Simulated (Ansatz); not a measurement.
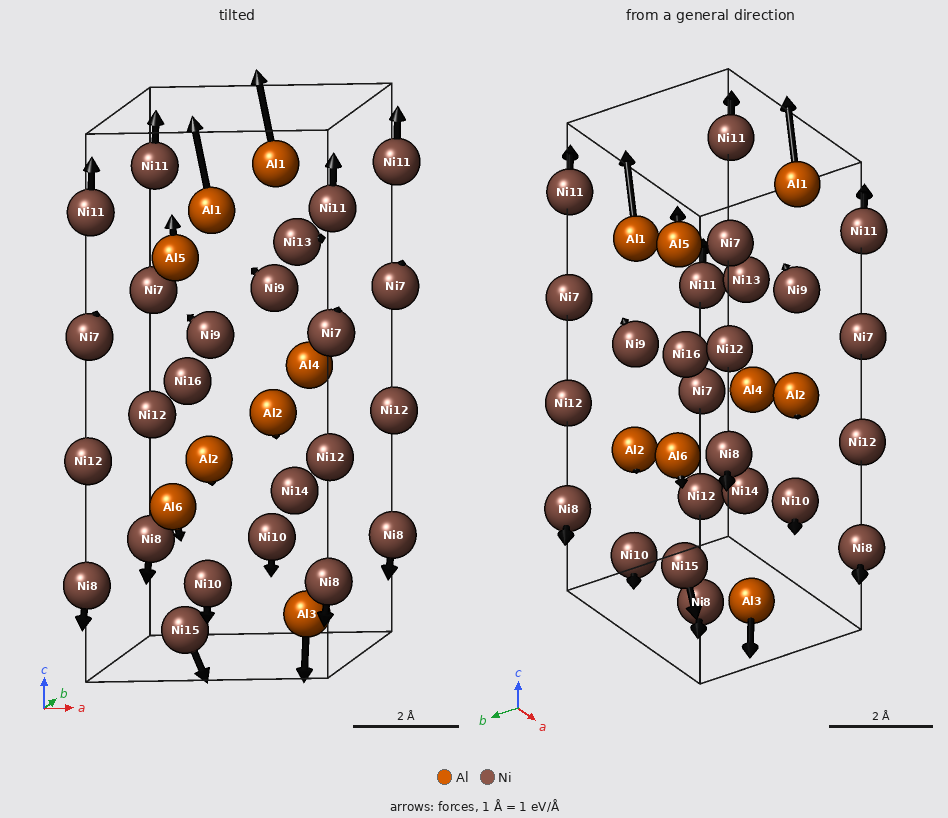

This spheres-only model is shown slightly off an axis and from a general direction. Lines trace the edges of the simulation cell. The arrows are the computed forces on the atoms.

System: Al3Ni5. Calculation details: Ansatz, DFT PBEsol, scalar-relativistic, plane waves, PAW; plane-wave cutoff 420 eV, an 8×10×4 grid in reciprocal space, Gaussian smearing of 0.15 eV, no spin polarisation (a spin-restricted run, not always the ground state).

> Are the forces small enough to call this converged?

No. The atoms still feel forces of up to about 1.5 eV/Å, far above a usual threshold of 0.01 to 0.03 eV/Å.

> On which atom is the force largest?

Al1, about 1.5 eV/Å.

It goes back to a structure listed in the Materials Project. The cell was then strained or its atoms displaced on purpose. It was run through Ansatz as a DFT input.
